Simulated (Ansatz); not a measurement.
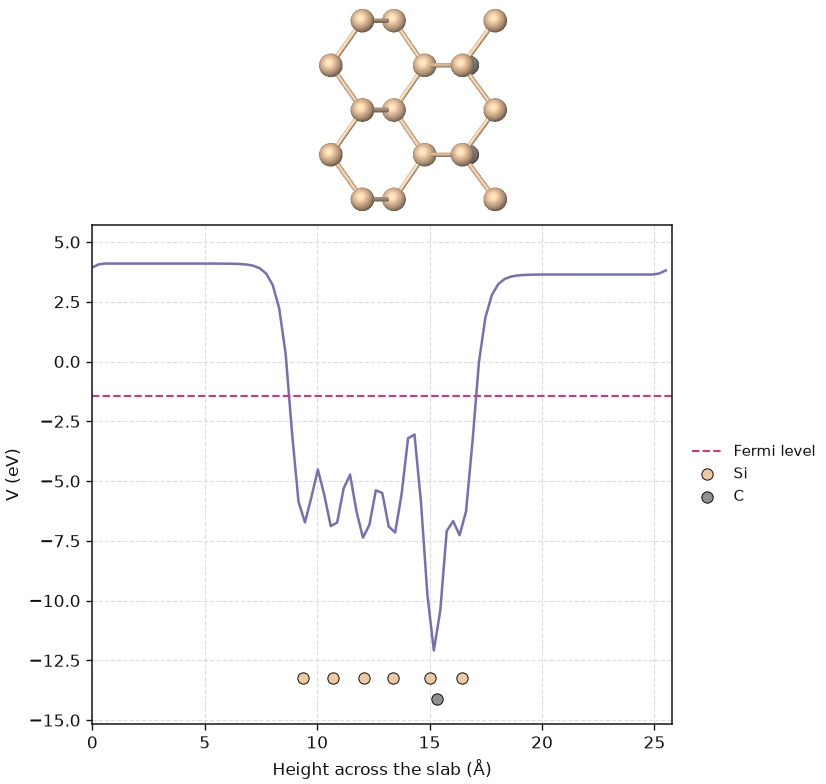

Plane-averaged electrostatic potential energy of an electron across the slab; circles at the bottom mark the heights of the atoms (positions after relaxation). The structure is drawn too.

The Ansatz input:

```
crystal:
  lattice:
    - [3.8417168285, 0.0, 0.0]
    - [0.0, 3.8417168285, 0.0]
    - [0.0, 0.0, 25.7912600521]
  atoms:
    - { symbol: Si, position: [0.0, 0.5, 0.3295690084] }
    - { symbol: Si, position: [0.0, 0.0, 0.3822322752] }
    - { symbol: Si, position: [0.5, 0.0, 0.4348955421] }
    - { symbol: Si, position: [0.5, 0.5, 0.4872505114] }
    - { symbol: Si, position: [0.0, 0.5, 0.5400001596] }
    - { symbol: Si, position: [0.0, 0.0, 0.5916358883] }
    - { symbol: C, position: [0.5, 0.5, 0.5598421722], spin: 2.0 }
basis:
  ecutwfc: 420
kpoints:
  mp_grid: { grid: [8, 8, 1] }
hamiltonian:
  xc: pbesol
scf:
  occupations: { method: gaussian, width: 0.05 }
output:
  forces: true
  eigenvalues: true
  populations: true
  write_density: true
  write_potential: true
  elf: true
  volumetric_format: npy
magnetization:
  spin_polarized: true
relax:
  adjacent_minimum: "off"
  f_tol: 0.03
  max_steps: 70
  constraints: [{ sites: [0, 1, 2] }]
efield:
  axis: 3
  dipole_correction: true
  ramp_width: 0.04
```

Run as:
```bash
ansatz run input.yaml --threads 1 --pin off --max-ram 2560MiB --backend cpu --events-out ev --progress --plain --runs-dir out
```

### What is the work function?

The work function is 5.08 eV at the right face and 5.54 eV at the left.

### Do the two faces differ, and what does that say about the slab's dipole?

The vacuum level is 0.46 eV higher at the left than at the right, so the slab carries a dipole along its normal; the ramp in the vacuum, at or near the edge of the plot, is the dipole correction that keeps each side flat. Some atoms were held fixed in the relaxation, which can itself make the faces differ.

### How thick are slab and vacuum?

The outermost atoms are 7.1 Å apart, which leaves 18.7 Å of vacuum in a cell 25.8 Å high.

Some starting moments didn't survive the run.
